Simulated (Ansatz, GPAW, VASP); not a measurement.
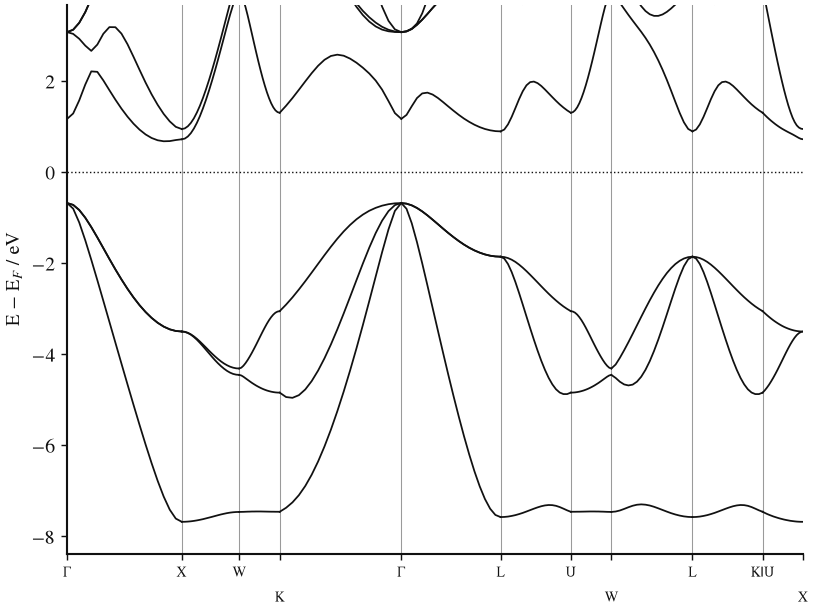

Band structure. Energies are counted from the Fermi level, put mid-gap where there is a gap.

Question: Which system does the plot belong to?
A. cubic perovskite-type BaZrO₃, space group Pm-3m, 5 atoms in the cell (cubic a = 4.191 Å); PBEsol
B. CrCuO₂, space group R-3m, 4 atoms in the primitive cell (a = 2.973 Å, c = 17.100 Å (hexagonal axes)); PBEsol
C. zincblende GaP, space group F-43m, 2 atoms in the primitive cell (cubic a = 5.401 Å); LDA

Answer: C. The material is gapped. The gap along this path is 1.36 eV and indirect, from the valence-band top at Γ to the conduction-band bottom between Γ and X; the smallest direct gap is 1.85 eV, at Γ. At X the lowest conduction band lies only 0.04 eV higher. Three bands meet at the valence-band top at Γ: it is triply degenerate (spin aside). The direct gaps are 4.36 eV at U, 1.85 eV at Γ and 2.75 eV at L. A face-centred cubic lattice: the path Γ–X–W–K–Γ–L–U–W–L–K|U–X runs through the special points of its Brillouin zone.

VASP; LDA, VASP PAW LDA potentials, release 64 (Ga_d, P), no spin polarisation, no spin-orbit coupling, 4×4×4 k mesh, 300 eV cutoff.

The k mesh is coarse (spacing up to 0.50 Å⁻¹), so the values aren't converged. Measured GaP has its conduction bottom near X; the order of its valleys hangs on the functional and the volume. LDA, GGA and most meta-GGA functionals understate gaps. The cell was derived from a database entry in an earlier step, so it needn't be the measured one.
